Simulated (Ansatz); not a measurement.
## Electronic structure of LiNbO₃ (slab) in real space

The calculation's input:

```
crystal:
  lattice:
    - [5.1345591914, 0.0, 0.0]
    - [0.0, 5.4795592023, 0.0]
    - [0.0, 0.0, 25.2233865013]
  atoms:
    - { symbol: Li, position: [0.5, 0.9631367677, 0.2973431026] }
    - { symbol: Li, position: [0.0, 0.4631367677, 0.2973431026] }
    - { symbol: O, position: [0.6252935177, 0.5771904961, 0.3110382614] }
    - { symbol: O, position: [0.8747064823, 0.0771904961, 0.3110382614] }
    - { symbol: O, position: [0.1793274671, 0.4056395969, 0.3689739431] }
    - { symbol: O, position: [0.3206725329, 0.9056395969, 0.3689739431] }
    - { symbol: Nb, position: [0.5, 0.5624383827, 0.3810915536] }
    - { symbol: Nb, position: [0.0, 0.0624383827, 0.3810915536] }
    - { symbol: O, position: [0.6953790152, 0.2956266786, 0.4061271928] }
    - { symbol: O, position: [0.8046209848, 0.7956266786, 0.4061271928] }
    - { symbol: Li, position: [0.0, 0.5241159777, 0.4456079549] }
    - { symbol: Li, position: [0.5, 0.0241159777, 0.4456079549] }
    - { symbol: O, position: [0.1252935177, 0.1381697061, 0.4593031137] }
    - { symbol: O, position: [0.3747064823, 0.6381697061, 0.4593031137] }
    - { symbol: O, position: [0.6793274671, 0.9666188069, 0.5172387953] }
    - { symbol: O, position: [0.8206725329, 0.4666188069, 0.5172387953] }
    - { symbol: Nb, position: [0.0, 0.1234175927, 0.5293564059] }
    - { symbol: Nb, position: [0.5, 0.6234175927, 0.5293564059] }
    - { symbol: O, position: [0.1953790152, 0.8566058886, 0.5543920451] }
    - { symbol: O, position: [0.3046209848, 0.3566058886, 0.5543920451] }
    - { symbol: Li, position: [0.5, 0.0850951878, 0.5938728072] }
    - { symbol: Li, position: [0.0, 0.5850951878, 0.5938728072] }
    - { symbol: O, position: [0.6252935177, 0.6991489161, 0.607567966] }
    - { symbol: O, position: [0.8747064823, 0.1991489161, 0.607567966] }
    - { symbol: O, position: [0.1793274671, 0.5275980169, 0.6655036476] }
    - { symbol: O, position: [0.3206725329, 0.0275980169, 0.6655036476] }
    - { symbol: Nb, position: [0.5, 0.6843968027, 0.6776212582] }
    - { symbol: Nb, position: [0.0, 0.1843968027, 0.6776212582] }
    - { symbol: O, position: [0.6953790152, 0.4175850986, 0.7026568974] }
    - { symbol: O, position: [0.8046209848, 0.9175850986, 0.7026568974] }
basis:
  ecutwfc: 420
kpoints:
  mp_grid: { grid: [5, 5, 1] }
hamiltonian:
  xc: pbesol
scf:
  occupations: { method: gaussian, width: 0.05 }
output:
  forces: true
  eigenvalues: true
  write_density: true
  write_potential: true
  elf: true
  volumetric_format: npy
relax:
  adjacent_minimum: "off"
  f_tol: 0.02
  max_steps: 60
efield:
  axis: 3
  dipole_correction: true
  ramp_width: 0.04
```

Run with:

```sh
ansatz run input.yaml --threads 4 --pin off --max-ram 10240MiB --backend cpu --events-out ev --progress --plain --runs-dir out
```

The fields are those of the run's last geometry, not of the input's.

Method: DFT PBEsol, scalar-relativistic, plane waves, PAW in Ansatz.

Core electrons are frozen (PAW), and the valence fields are smoothed inside the atomic spheres.

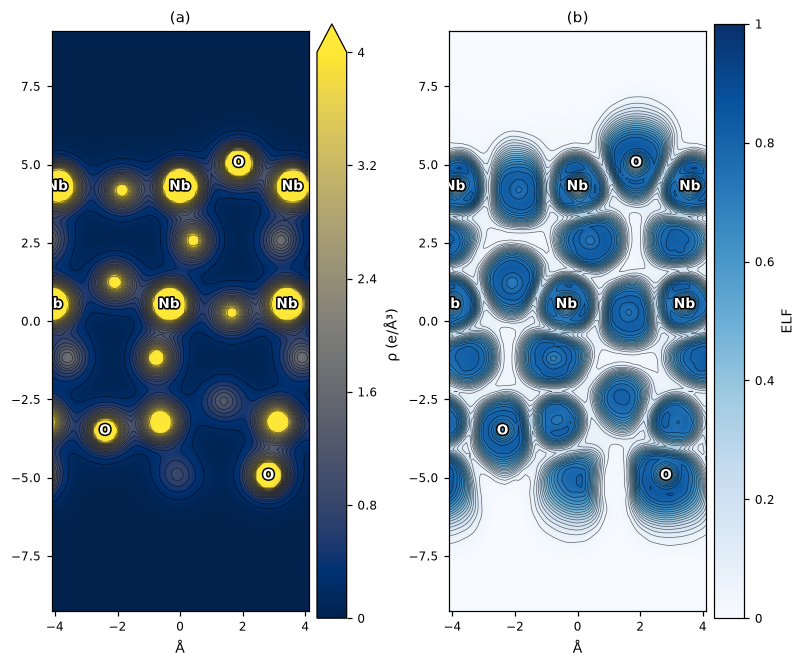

Figure 1. (a) valence pseudo-density; (b) electron localisation function on the (11̄0) plane of the calculation cell, a cut from vacuum to vacuum.

**What do the fields say about this system?**

- Atoms in the plane: O and Nb.
- Atoms just off the plane (Li, 0.7 Å away, O, 0.4 Å away and Nb, 0.4 Å away) can leave unmarked features too.
- Nb–O (1.88 Å): ρ is about 1.2 e/Å³ halfway; the ELF peaks at about 0.80 in the valence shell of O, 0.5 Å from its nucleus, and drops to about 0.25 between the two atoms: no shared electron pair shows on this line.
- Nb–O (2.01 Å): ρ is about 0.82 e/Å³ halfway; the ELF peaks at about 0.80 in the valence shell of O, 0.6 Å from its nucleus, and drops to about 0.20 between the two atoms: no shared electron pair shows on this line.
- The density dies away to nearly zero in the vacuum.
- The features right at Nb lie inside the PAW spheres, where the map follows smoothed inner orbitals and isn't to be read closely.

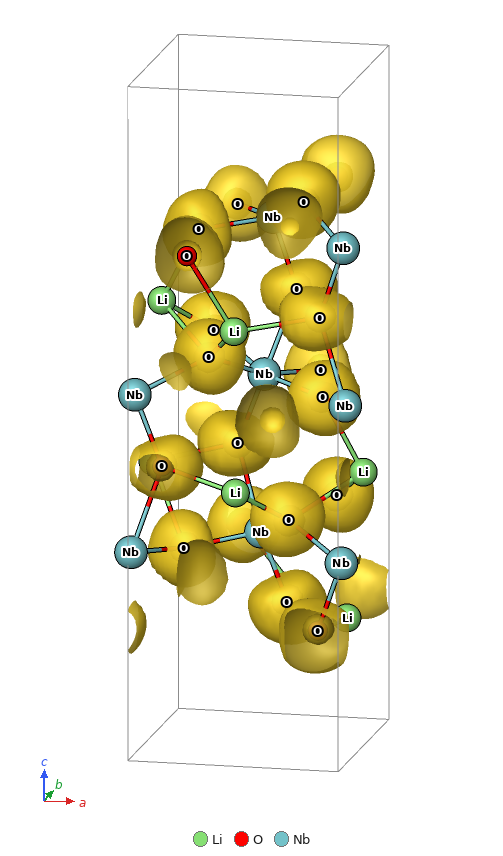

Figure 2. Isosurface of the electron localisation function at 0.7 (yellow), seen slightly off an axis. Core shells and regions of very low density are left out. Sticks mark near contacts.

**Describe the localisation domains.**

The ELF exceeds this value in 18 regions wrapped around O (the valence shell of each), counted in one cell of 30 atoms. Counts are for one cell; the picture repeats the cell along the surface. Along the contacts the grid gives the following. Nb–O (1.83 Å): the ELF peaks at about 0.80 in the valence shell of O, 0.5 Å from its nucleus, and drops to about 0.30 between the two atoms. Li–O (1.86 Å): the ELF peaks at about 0.85 in the valence shell of O, 0.7 Å from its nucleus, and falls to about 0 next to Li (a largely ionic contact).

**Metal or insulator at this level of theory?**

It is gapped, with a Kohn–Sham gap of 2.4 eV on the k-point mesh, an upper bound to the gap of this method.
